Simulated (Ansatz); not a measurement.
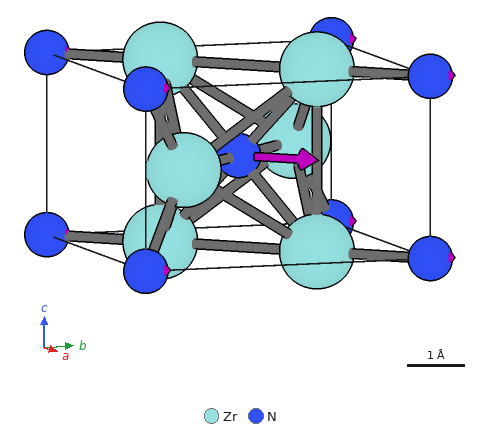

One vibrational mode of a crystal of Zr₂N at the zone centre. The purple arrows give the relative displacements of the atoms. The picture is a ball-and-stick view of the cell of the calculation, seen slightly off an axis.

All numbers below come from DFT LDA, scalar-relativistic, plane waves, PAW in Ansatz 0.2.0. Set-up: plane-wave cutoff 420 eV; k-point mesh 8 × 8 × 12; occupations fermi dirac; smearing width 0.15 eV; no spin polarisation.

The frequencies depend somewhat on the k-mesh and the smearing.

Question: What mode is this, and where does it lie in the spectrum?

Answer: This is the E_u mode (doubly degenerate; one member of the set is drawn) at 473 cm⁻¹, optical level 8 of 11, counted from below, infrared-active by symmetry. The kinetic energy is shared as N 95 %, Zr 5 %. The crystal is a metal, so free carriers screen the infrared response.
